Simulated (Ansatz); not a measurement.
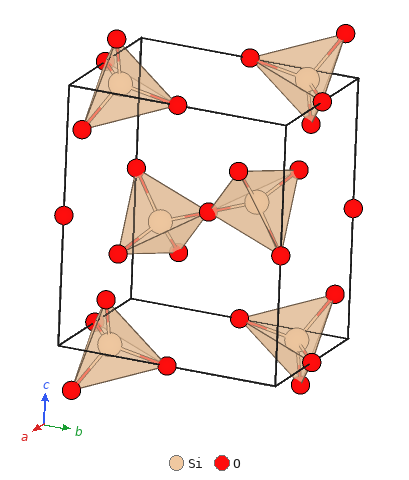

Polyhedral representation of a periodic structure, projected slightly off an axis. The simulation cell is outlined; an atom on or near a face, edge or corner is repeated at each equivalent position. Some atoms of the next cells are drawn as well.

Input deck:
```yaml
crystal:
  lattice:
    - [-4.4693744152, 4.4693744152, 2.6157360999]
    - [4.4693744152, -4.4693744152, 2.6157360999]
    - [4.4693744152, 4.4693744152, -2.6157360999]
  atoms:
    - { symbol: Si, position: [0.1769634091, 0.1769634091, 0.3539268181] }
    - { symbol: Si, position: [0.8230365909, 0.1769634091, 0.0] }
    - { symbol: Si, position: [0.1769634091, 0.8230365909, 0.0] }
    - { symbol: Si, position: [0.8230365909, 0.8230365909, 0.6460731819] }
    - { symbol: O, position: [0.5, 0.5, 0.5] }
    - { symbol: O, position: [0.0, 0.5, 0.0] }
    - { symbol: O, position: [0.5, 0.0, 0.0] }
    - { symbol: O, position: [0.0, 0.0, 0.5] }
    - { symbol: O, position: [0.0, 0.208840375, 0.208840375] }
    - { symbol: O, position: [0.791159625, 0.0, 0.791159625] }
    - { symbol: O, position: [0.208840375, 0.0, 0.208840375] }
    - { symbol: O, position: [0.0, 0.791159625, 0.791159625] }
basis:
  ecutwfc: 500
kpoints:
  mp_grid: { grid: [6, 6, 6] }
hamiltonian:
  xc: r2scan
scf:
  occupations: { method: gaussian, width: 0.02 }
output:
  forces: true
  stress: true
  eigenvalues: true
```
Run as:
```sh
ansatz run input.yaml --threads 2 --pin off --max-ram 5120MiB --backend cpu --events-out ev --progress --plain --runs-dir out
```

All computed values are from DFT r2SCAN, scalar-relativistic, plane waves, PAW in Ansatz. Settings: a 500 eV plane-wave basis, 6×6×6 k-mesh, Gaussian smearing of 0.02 eV, no spin polarisation.

Predict the gap.

Answer. An insulator at this level, with a gap of 6.08 eV on the k-mesh (the true edges may lie between mesh points, so the gap can be somewhat smaller).

What is the pressure at this volume?

Answer. The computed pressure is 0.0 GPa, close to zero.

Provenance: a structure listed in the Materials Project. Earlier steps of the study may have refined or changed the cell and positions. It was run through Ansatz as a DFT input.
